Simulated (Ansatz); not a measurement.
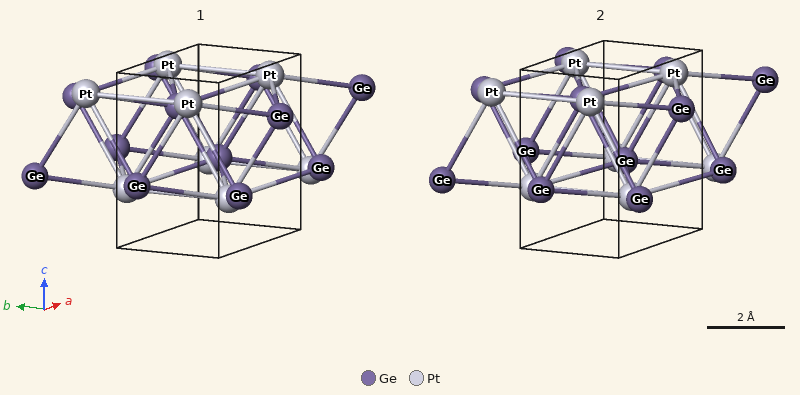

Two geometries of crystalline GePt (built on the AuCd (B19)_51 type) (coarse preliminary run), drawn at one scale. One is the start of a relaxation, the other its converged end. A ball-and-stick model of the cell of the calculation, repeated 2 × 2 × 1 with one cell outlined, seen from a free direction.

These are results of DFT PBE, scalar-relativistic, plane waves, PAW in Ansatz 0.2.0, not measurements. Settings: plane-wave cutoff 420 eV; k-point mesh 4 × 6 × 4; occupations gaussian; smearing width 0.1 eV; no spin polarisation; cell and atoms relaxed; force threshold 0.04 eV/Å; at most 70 steps.

### Which geometry has the lower energy?

Structure 2 is the relaxed one. Case: AuCd (B19) type (Pmma, No. 51). The largest moves relative to the cell, 0.12 Å, are those of Ge atoms. By element the largest moves are Ge 0.12 Å, Pt 0.03 Å. The volume changes by +0.5 %, with a 4.576 → 4.674 Å (+2.1 %), b 3.028 → 2.925 Å (−3.4 %), c 4.672 → 4.761 Å (+1.9 %). Near-neighbour distances that change, for instance: Pt–Pt 3.028 → 2.925 Å, Pt–Pt 2.885 → 2.982 Å, Ge–Pt 2.780 → 2.867 Å, Ge–Pt 2.788 → 2.721 Å. The space group stays Pmma (No. 51). The energy falls by 30.7 meV per atom in 4 accepted moves (5 points after the start). The largest force component goes from 0.63 to 0.019 eV/Å. The pressure goes from 0.89 to 0.30 GPa. The SCF was repeated once at an unchanged geometry on a basis and grid sized afresh for the cell, which shifted the energy by less than 0.05 meV per atom at most.
